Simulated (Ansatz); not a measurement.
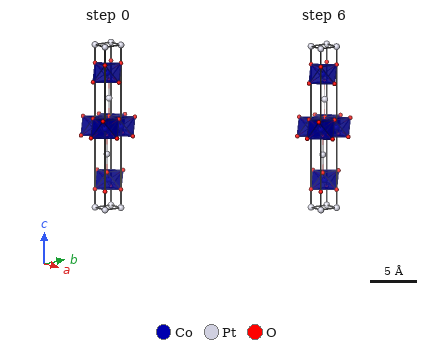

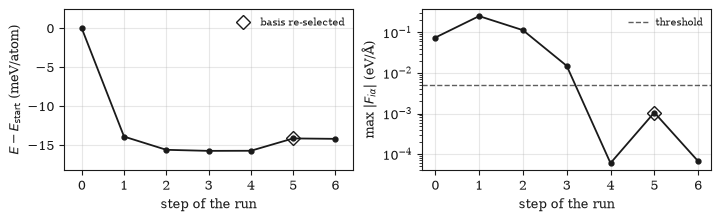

First and last geometry of a relaxation of crystalline CoPtO2 (set up in R-3m), with the history of the run. Style: polyhedral. Shown: the conventional cell (3 times the calculation's cell), slightly off an axis. Lengths and directions refer to the drawn axes.

Case: relaxed again under DFT PBEsol, scalar-relativistic, plane waves, PAW.

Computed with Ansatz 0.2.0, DFT PBEsol, scalar-relativistic, plane waves, PAW. Settings: plane-wave cutoff 420 eV; k-point mesh 18 × 18 × 18; occupations gaussian; smearing width 0.1 eV; no spin polarisation; cell and atoms relaxed; force threshold 0.005 eV/Å; at most 50 steps.

**Did the run converge, and what did it change?**

The run was cut off at its time limit before the program reported convergence, but its last step already meets the force threshold: the largest component is under 0.0001 eV/Å against 0.005 eV/Å. The pressure is within 0.01 GPa of its target. The atoms keep their places relative to the cell (all moves are under 0.005 Å). The drawn cell changes as follows: a = b 2.855 → 2.810 Å (−1.6 %), c 17.883 → 17.697 Å (−1.0 %); the volume changes by −4.1 %. Among the contacts that change: Co–O 1.913 → 1.887 Å, O–Pt 2.009 → 1.986 Å. The space group stays R-3m (No. 166). The energy falls by 14.2 meV per atom in 5 accepted moves (6 points after the start). Largest force component: 0.074 eV/Å at the start, under 0.0001 eV/Å at the end. Pressure: −10.19 GPa at the start and 0.00 GPa at the end. At 1 point the geometry stayed and the basis and grid were re-selected for the new cell (energy shift of 1.6 meV per atom at most each time). The run took 4.1 min on 1 thread of Intel(R) Xeon(R) Platinum 8259CL CPU @ 2.50GHz (Skylake/Cascade Lake), with other jobs on the host, peak memory 0.85 GiB.
